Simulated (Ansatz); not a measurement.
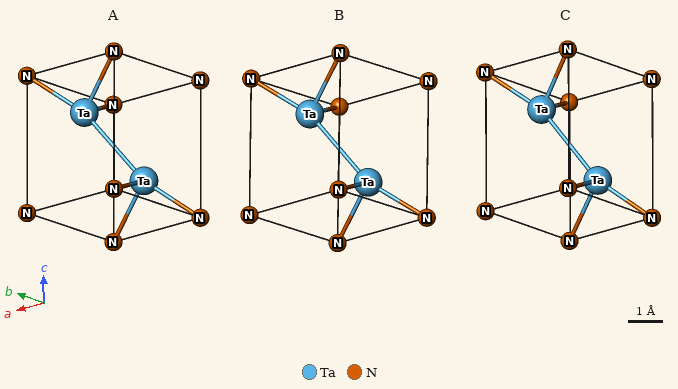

3 geometries from one relaxation of a crystal of Ta2N (set up in P1), in shuffled order. A ball-and-stick model of the reduced cell, seen from a free direction. Lengths and directions refer to the drawn axes.

Case: all atoms moved at random, sigma 0.02 Å for each component, cell strained at random, sigma 0.03; relaxed back.

Level of theory: Ansatz 0.2.0, DFT PBEsol, scalar-relativistic, plane waves, PAW. Set-up: plane-wave cutoff 420 eV; k-point mesh 12 × 12 × 8; occupations gaussian; smearing width 0.15 eV; no spin polarisation; cell and atoms relaxed; force threshold 0.01 eV/Å; at most 80 steps.

**Put them in the order of the run, from the start to the converged end.**

C, A, B. They are steps 0, 1, 7, at +94.9 meV per atom, +17.0 meV per atom relative to the last. The N atom moves most relative to the cell: 0.023 Å along [−3 −1 0]. Largest moves by element: N 0.023 Å, Ta 0.021 Å. The volume changes by +1.9 %, with a 2.894 → 3.081 Å (+6.5 %), b 3.019 → 3.081 Å (+2.1 %), c 4.955 → 4.818 Å (−2.8 %), α 89.8° → 90.0°, β 87.5° → 90.0°, γ 64.0° → 60.0°. Among the contacts that change: Ta–Ta 2.894 → 3.081 Å, Ta–Ta 3.086 → 2.971 Å, Ta–Ta 3.099 → 3.018 Å, N–Ta 2.084 → 2.156 Å. Among the angles between lasting bonds that change: Ta–N–Ta 94.3° → 88.8°, Ta–N–Ta 87.0° → 91.2°, Ta–N–Ta 88.1° → 91.2°. The space group (tolerance 0.01 Å) goes from P1 (No. 1) to P-3m1 (No. 164). Over 5 accepted moves (7 points after the start) the energy falls by 94.9 meV per atom. The largest force component goes from 1 to 0.00044 eV/Å. Pressure: 8.76 GPa at the start and 0.00 GPa at the end. The SCF was repeated twice at an unchanged geometry on a basis and grid sized afresh for the cell, which shifted the energy by 1.8 meV per atom at most. Cost: 3.3 min on 2 threads of Arm Neoverse V1 (shared host), peak memory 0.7 GiB.
